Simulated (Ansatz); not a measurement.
The structure in question:

```
Al O
1.0
     2.85567    0.00000    0.00000
    -1.42783    2.47308    0.00000
     0.00000    0.00000    7.66129
Al O
2 3
Cartesian
  0.0000 0.0000 1.3863
  0.0000 0.0000 6.2750
  0.0000 1.6487 2.0533
  1.4278 0.8244 0.0000
  0.0000 1.6487 5.6080
```

Work out the structure from the coordinates.

Formula: Al2O3. The lattice is primitive hexagonal and the space group P-6m2 (No. 187). In the cell are 2 Al, 3 O, which makes 1 formula unit. The coordination shell of Al holds six O in a distorted octahedral arrangement at 1.78 to 2.15 Å. O takes two kinds of site: 2h with three Al in a trigonal pyramidal arrangement at 1.78 Å; 1e with six Al in a trigonal prismatic arrangement at 2.15 Å. The bonds build Al2O3 layers parallel to (001).

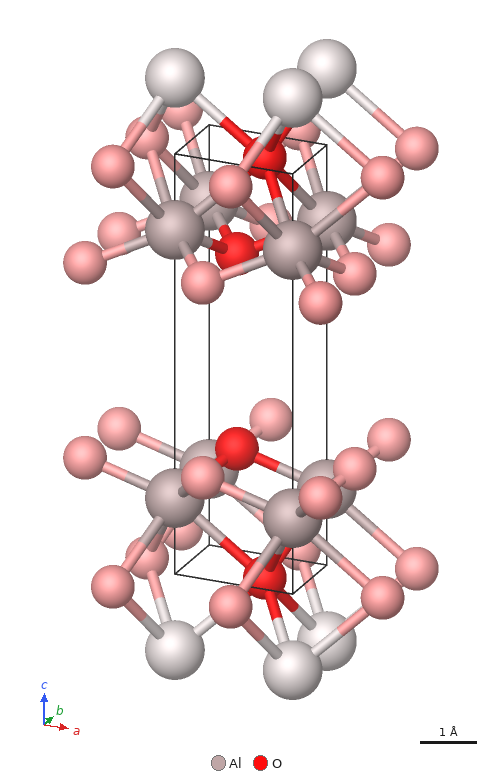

View slightly off an axis, drawn as a ball-and-stick model. The conventional unit cell is drawn as a box. Neighbours across the faces are drawn wherever a bond reaches them, in fainter colours.

The structure was taken from a structure listed in the Materials Project. Earlier steps of the study, as a rule a relaxation of our own, may have changed the cell and positions, so they can lie some per cent off the listed ones. Ansatz was used for an electronic-structure calculation on it.
